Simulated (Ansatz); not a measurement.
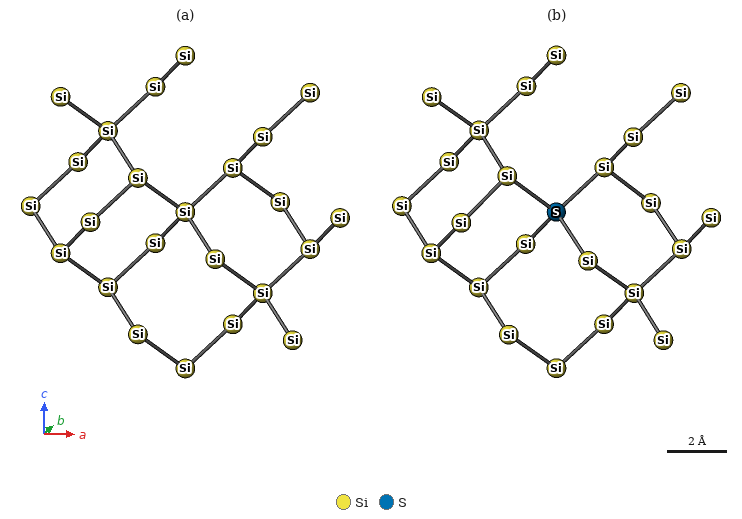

Left: perfect Si. Right: the same region with one point defect, after relaxing the atoms in a supercell of 64 sites. The picture is a ball-and-stick view of the atoms within 6.0 Å of one point, in a slice 4.2 Å thick across the line of sight, seen slightly off an axis.

All numbers below come from Ansatz 0.2.0, DFT, PBEsol, PAW, plane waves. Settings: plane-wave cutoff 420 eV; k-point mesh 1 × 1 × 1; mesh shifted by (0.25, 0.25, 0.25); collinear spin. Fermi-Dirac smearing of 0.01 eV. A uniform background neutralises the charged cell. The axes drawn are those of the host's conventional cell.

What kind of defect was made?

Answer. A silicon atom is replaced by sulfur.

The charge state of the cell is +1.

How does the lattice respond?

Answer. In the host the Si atom has 4 Si at 2.35 Å; the S atom ends with 4 Si at 2.38 to 2.45 Å. Of the host's atoms, a silicon atom moves furthest from its site, by 0.10 Å. The cell's net moment is 1.00 μB.

Limits of the set-up: the cell is charged, on a uniform background, and energies carry no finite-size correction.
